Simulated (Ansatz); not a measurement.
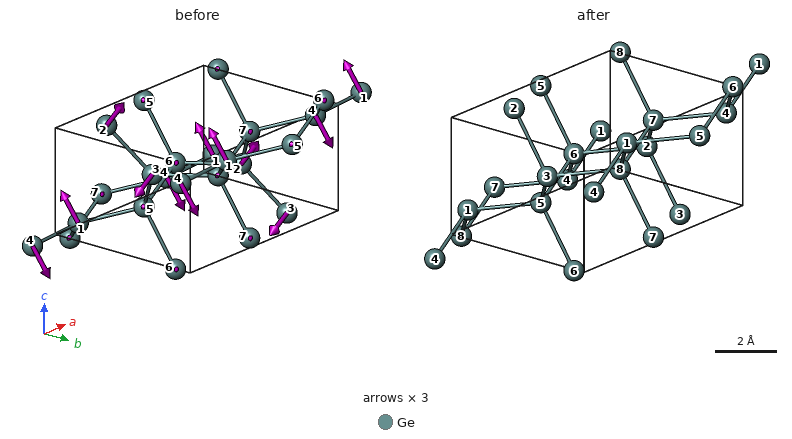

The structure of a crystal of Ge (a generated structure, set up in Pmna) (coarse preliminary run) before (left) and after (right) a relaxation, at one scale. The purple arrows give the displacements (the part carried along by the change of the cell is left out), 3 times their true length.

A ball-and-stick model of the cell of the calculation, seen from a free direction.

Level of theory: DFT PBE, scalar-relativistic, plane waves, PAW (Ansatz).

Input
```yaml
crystal:
  lattice:
    - [7.67991034, 0.0, 0.0]
    - [0.0, 5.749338, 0.0]
    - [0.0, 0.0, 3.74266627]
  atoms:
    - { symbol: Ge, position: [0.0, 0.16972093, 0.16909735] }
    - { symbol: Ge, position: [0.5, 0.83027907, 0.66909735] }
    - { symbol: Ge, position: [0.5, 0.16972093, 0.33090265] }
    - { symbol: Ge, position: [0.0, 0.83027907, 0.83090265] }
    - { symbol: Ge, position: [0.25, 0.38324034, 0.25] }
    - { symbol: Ge, position: [0.25, 0.61675966, 0.75] }
    - { symbol: Ge, position: [0.75, 0.61675966, 0.75] }
    - { symbol: Ge, position: [0.75, 0.38324034, 0.25] }
basis:
  ecutwfc: 420
kpoints:
  mp_grid: { grid: [2, 4, 4] }
hamiltonian:
  xc: pbe
scf:
  occupations: { method: gaussian, width: 0.1 }
  lower_state_search: "off"
output:
  forces: true
  stress: true
  eigenvalues: true
relax:
  adjacent_minimum: "off"
  f_tol: 0.04
  max_steps: 70
  cell: { stress_tol: 0.4 }
```

Launched with:
```bash
ansatz run input.yaml --threads 1 --pin off --max-ram 2560MiB --backend cpu --events-out ev --progress --plain --runs-dir out
```

Q: Describe what moved and what it gained.

A: The largest moves relative to the cell, 0.42 Å, are those of Ge1, Ge2, Ge3 and Ge4. Ge2 goes along [0 1 2]. The volume changes by +15.9 %, with a 7.680 → 8.230 Å (+7.2 %), b 5.749 → 5.662 Å (−1.5 %), c 3.743 → 4.109 Å (+9.8 %). Some distances before and after: Ge1–Ge4 3.153 → 2.496 Å, Ge1–Ge5 2.299 → 2.496 Å, Ge1–Ge4 (another image) 2.326 → 2.496 Å. New bonds form: Ge1–Ge4 (3.15 → 2.50 Å), Ge2–Ge3 (3.15 → 2.50 Å). Among the angles between lasting bonds that change: Ge3–Ge2–Ge6 121.3° → 108.8°, Ge2–Ge6–Ge5 101.8° → 108.8°, Ge2–Ge6–Ge5 114.7° → 108.8°. The space group (tolerance 0.01 Å) goes from Pmna (No. 53) to I4_1/amd (No. 141). After 4 accepted moves (6 points after the start) the energy has fallen by 3.771 eV per cell of the calculation. The largest force component goes from 1.3 to 0.0019 eV/Å. The pressure goes from 17.16 to 0.32 GPa. The line search rejected the trial step at point 3 of the run. At 1 point the geometry stayed and the basis and grid were re-selected for the new cell (energy shift of 19.6 meV per cell of the calculation at most each time). The run took 120 s on 1 thread of Arm Neoverse V1, on a shared host, peak memory 0.51 GiB.
